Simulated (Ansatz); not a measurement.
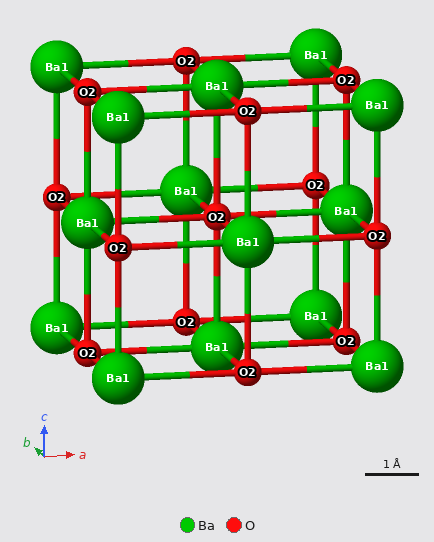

The input geometry (ball-and-stick view of the cell 4 times as large as that of the calculation, set on its symmetry axes, seen slightly off an axis; atoms are numbered from 1 in the order of the input). Near neighbours in the crystal (not all of them lie inside the picture): Ba has 6 O at 2.54 Å; O has 6 Ba at 2.54 Å.

**Geometry relaxation of BaO**

The run: geometry relaxation of BaO (Fm-3m, 2 atoms in the cell). Method and program: DFT, PBE, PAW with Ansatz's default frozen-core files, scalar-relativistic, no spin polarisation (Ansatz 0.2.0).

The structure derives from a Materials Project entry. Its volume is 0.75 times that of the source entry. It belongs to a series of runs on one base structure; here: atoms relaxed at 0.75 of the volume. Figures and captions count atoms from 1; the log counts them from 0 in places.

## What the program printed
```
Warning: output.stress: scf.convergence.dr2_threshold = 1e-7 eV (the SCF's general default) is looser than the 2e-10 eV advised for a printed stress (1e-10 eV for each atom of the cell: 2). What an SCF threshold leaves in a stress goes as its square root, and in the free energy as the threshold itself, and one threshold admits the most on a small cell: of the crystals measured, under no hybrid functional and no lock of the moments, on runs that ended without the residual-converged pass, on stresses that held no estimate of that error, the worst erred by over 100 MPa in a component at 1e-7 eV an atom and by under 5 at 1e-10. Every solve of this run answers to scf.convergence.dr2_threshold, and the tensor of one is reported: a single SCF on the reported geometry and on this run's grids (its basis.xc_grid and basis.ecutrho_ratio typed), with scf.convergence.dr2_threshold at 2e-10 eV or tighter, prints it and tightens no other solve. Else set scf.convergence.dr2_threshold to 2e-10 eV or tighter. The threshold is an SCF's pass mark: one that does not reach it within its budget of iterations ends unconverged, or closes short of it on a stop that the run arms, and scf.convergence.dr2_threshold's page says what that costs each kind of run
Engine: ansatz 0.2.0, x86_64-unknown-linux-gnu
Pseudopotentials: kind: paw
Pseudopotential: Ba, paw, valence charge 10, recommended cutoff 420 eV (normal), Ba.paw.azcp
Pseudopotential: O, paw, valence charge 6, recommended cutoff 420 eV (normal), O.paw.azcp
Functional definition: PBE
  parameter kappa = 0.804
  parameter beta = 0.06672455060314922
  exchange = pbe_x(kappa = kappa, mu = beta*pi^2/3)
  correlation = pbe_c(beta = beta)
Crystal: 2 atoms, lattice volume = 32.590 Å³
Basis set: ecut = 420 eV, 609 PW (Γ), exchange–correlation on 48×48×48 points (8 copies of the dense FFT grid, shifted against one another)
Bands: 12, of which v1, the nominal top of the filled ones, is band 8 counted from 1 (7 counted from 0)
Symmetry: 48 space group operations
Space group: Fm-3m (ITA 225), of the structure as read, at distance tolerance 3.2e-5 Å
k-points: 35 of 729
Non-local potential: Ba, projectors of the file, l = 0: 3, l = 1: 2, l = 2: 2, l = 3: 2
Non-local potential: O, projectors of the file, l = 0: 2, l = 1: 2, l = 2: 1
PAW form: soft (Blöchl's): semilocal exchange-correlation on the pseudo side does not see the compensation charge
PAW one-centre angular grid: Ba, 194 points (default); XC on 64 Gauss nodes
PAW one-centre angular grid: O, 110 points (default); XC on 64 Gauss nodes
Initial density: superposition of atomic densities (neutral atoms: chi_scale 0, normalization atom), corrected by the library's trained network
Initial wavefunctions: pseudopotential atomic-orbital guess
Functional: x = pbe(κ = 0.804, μ = 0.2195149727645171), c = pbe(β = 0.06672455060314922)
SCF iter   1: F=—  HF=-6518.583629 eV  |F-HF|=—  |Δ(HF+E_count)|=         —  Δρ=3.55e-3  dr2=3.87e-3  ethr=1.77e-3  ⟨swp⟩=8.0  Hψ=3527  notcnv=0
preconditioner: auto → none  [insulator: Δε(μ)=0.878 eV  Ē_g=14.252 eV  σ=0.030 eV  W_gap=1.00  n_scr=8 (ndim 8)  ℏωp=24.3 eV  f_vac=0.000  D(μ)=0.00/eV (n_scr^D=0)  ε∞_Penn≈3.9]
SCF iter   2: F=—  HF=-6518.583230 eV  |F-HF|=—  |Δ(HF+E_count)|=   3.99e-4  Δρ=7.78e-4  dr2=1.75e-4  ethr=2.42e-5  ⟨swp⟩=2.6  Hψ=1031  notcnv=0
SCF iter   3: F=—  HF=-6518.583320 eV  |F-HF|=—  |Δ(HF+E_count)|=   9.02e-5  Δρ=2.93e-4  dr2=2.82e-5  ethr=1.09e-6  ⟨swp⟩=2.1  Hψ=758  notcnv=0
SCF iter   4: F=—  HF=-6518.583344 eV  |F-HF|=—  |Δ(HF+E_count)|=   2.42e-5  Δρ=5.61e-5  dr2=9.78e-7  ethr=1.76e-7  ⟨swp⟩=2.3  Hψ=624  notcnv=0
iter 5 did not close the SCF: its close was put off for the readings that it lacked (scf_convergence_deferred on its scf_iter line)
SCF iter   5: F=-6518.583346 eV  HF=-6518.583346 eV  |F-HF|=7.81e-9  |Δ(HF+E_count)|=   1.72e-6  Δρ=8.92e-6  dr2=2.29e-8  ethr=6.11e-9  ⟨swp⟩=2.0  Hψ=676  notcnv=0
SCF iter   6: F=-6518.583346 eV  HF=-6518.583346 eV  |F-HF|=4.34e-10  |Δ(HF+E_count)|=   6.62e-9  Δρ=1.25e-6  dr2=5.88e-10  ethr=1.43e-10  ⟨swp⟩=3.1  Hψ=1542  notcnv=0
SCF 1 converged in 6 iterations: F = -6518.583346 eV  dr2 = 5.88e-10
  greatest PAW one-centre occupation: 0.957 electrons in one spin orbital (limit 2), on the Ba atom at site 0 (counted from 0), in its partial waves of l = 0
relax step   1: F+E_penalty+E_count = -6518.58334605 eV  Δ(F+E_penalty+E_count) = +0.000e0 eV  max|allowed force component| = 7.244e-29 eV/Å  Δτ_max = 0.0000 Å  (6 SCF iters, accepted)
SCF converged after 6 iterations
Free energy (F): -6518.583346 eV
Harris-Foulkes:  -6518.583346 eV  (|F-HF|=4.34e-10)
Internal energy: -6518.583346 eV  (E = F + TS)
E sigma→0 (E₀):  -6518.583346 eV
Entropy (-TS):   -0.000000 eV (-0.000 meV/atom)
Fermi energy:    13.330433 eV
--- Per-component energies (eV) ---
  E_band       = 44.629425
  E_kinetic    = 356.550668
  E_local      = -447.937094  (includes V_loc(G=0)·N_el)
  E_nonlocal   = 106.591737
  E_hartree    = 169.472246
  E_xc         = -247.469288
  E_vxc        = -237.270545  (∫ρ·V_xc dr)
  E_paw        = -5384.713176  (= ΣΔE_a)
  E_vpaw       = -72.251866  (= ΣTr[D̂ρ^β])
  E_aug_tail   = 0.002472  (compensation charges beyond the density's cutoff)
  E_ewald      = -1071.080910
  E_smearing   = -0.000000  (= −TS)
  E_closure    = -0.000000  (closes the sum)
  Σ components = -6518.583346   (vs F -6518.583346, Δ=0.00e0)
--- Forces (eV/Å), atoms counted from 1 ---
  atom   1  Ba    -0.00000000    -0.00000000    -0.00000000
  atom   2  O      0.00000000     0.00000000     0.00000000
  max |Σ_I F_I| component: 1.33e-28 eV/Å
--- Stress (GPa, compression-positive) ---
       37.464872       0.000000       0.000000
        0.000000      37.464872      -0.000000
        0.000000      -0.000000      37.464872
  P = ⅓ Tr σ = 37.4649 GPa (374.649 kbar)
--- Relaxed structure (1 steps of the walk, 1 accepted, 0 SCFs on fresh bases) ---
  F+E_penalty+E_count = -6518.58334605 eV   max|allowed force component| = 7.244e-29 eV/Å
  atoms:
    - { symbol: Ba, position: [0.0, 0.0, 0.0] }
    - { symbol: O, position: [0.49999999999999994, 0.49999999999999994, 0.49999999999999994] }
```

The run was set up as follows.

## Input file
```yaml
crystal:
  lattice:
    - [0.0, 2.5352391187, 2.5352391187]
    - [2.5352391187, 0.0, 2.5352391187]
    - [2.5352391187, 2.5352391187, 0.0]
  atoms:
    - { symbol: Ba, position: [0.0, 0.0, 0.0] }
    - { symbol: O, position: [0.5, 0.5, 0.5] }
kpoints:
  mp_grid: { grid: [9, 9, 9] }
scf:
  occupations: { method: fermi_dirac, width: 0.03 }
hamiltonian:
  xc: pbe
  pseudopotentials: { kind: paw }
output:
  forces: true
  stress: true
relax:
  f_tol: 0.01
  max_steps: 30
```

Command:
```bash
ansatz run input.yaml --threads 1 --pin off --max-ram 2048MiB --backend cpu --events-out ev --progress --plain --runs-dir out
```

## Summary

```tsv
quantity	value
outcome	converged
space group (tolerance 0.01 Å)	Fm-3m (225)
electrons treated	16
free energy	−6518.5833 eV
Fermi energy	13.330 eV
pressure	37.46 GPa
final volume	32.59 Å³
largest force (length of the vector)	under 0.001 eV/Å
hardware	1 thread of Intel Xeon (Sapphire Rapids), 16 GiB of memory available, shared host
wall time	0.88 s
peak memory	0.35 GiB
```

## Notes

The input already met the tolerances, so nothing moved. The program warns: the SCF threshold is looser than advised for the printed stress. The cell is under a pressure of 37 GPa at this level, so it is not at its equilibrium volume.

## Notes

The program warns: the SCF threshold is looser than advised for the printed stress. The cell is under a pressure of 37 GPa at this level, so it is not at its equilibrium volume.
